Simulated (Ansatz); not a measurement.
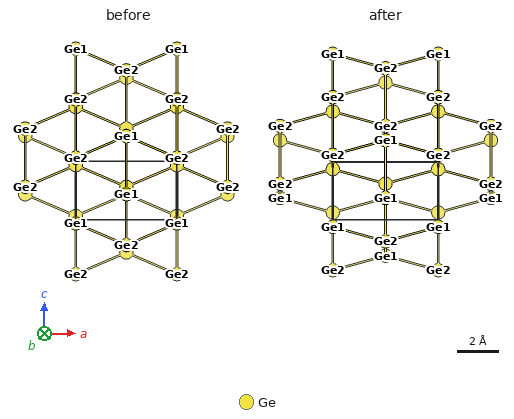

The structure of crystalline Ge (set up in Imma) before (left) and after (right) a relaxation, at one scale.

A ball-and-stick model of the conventional cell (2 times the calculation's cell), repeated 1 × 1 × 2 with one cell outlined, seen along the b axis. Lengths and directions refer to the drawn axes.

Theory: Ansatz, DFT PBE, scalar-relativistic, plane waves, PAW. (plane-wave cutoff 420 eV; k-point mesh 16 × 16 × 16; occupations gaussian; smearing width 0.1 eV; no spin polarisation; cell and atoms relaxed; force threshold 0.005 eV/Å; at most 80 steps)

What changed between the two?

Answer. The run was cut off at its time limit before the program reported convergence, but its last step already meets the force threshold: the largest component is 0.0012 eV/Å against 0.005 eV/Å. The pressure is within 0.03 GPa of its target. After 4 accepted moves (5 points after the start) the energy has fallen by 20.0 meV per cell of the calculation. Largest force component: 0.043 eV/Å at the start, 0.0012 eV/Å at the end. The pressure goes from 1.14 to −0.03 GPa. The line search rejected the trial step at point 3 of the run. The largest moves relative to the cell, 0.17 Å, are those of Ge1 and Ge2. Ge1 goes along −c. The volume changes by +1.5 %, with a 4.992 → 5.203 Å (+4.2 %), b 5.302 → 5.211 Å (−1.7 %), c 2.874 → 2.847 Å (−0.9 %). Among the contacts that change: Ge1–Ge1 2.874 → 2.847 Å, Ge1–Ge2 2.676 → 2.700 Å, Ge1–Ge2 (another image) 2.715 → 2.698 Å. Bond angles that change, for instance: Ge2–Ge1–Ge2 133.6° → 149.3°, Ge2–Ge1–Ge2 164.2° → 149.6°, Ge1–Ge1–Ge2 66.8° → 74.6°. The space group stays Imma (No. 74).
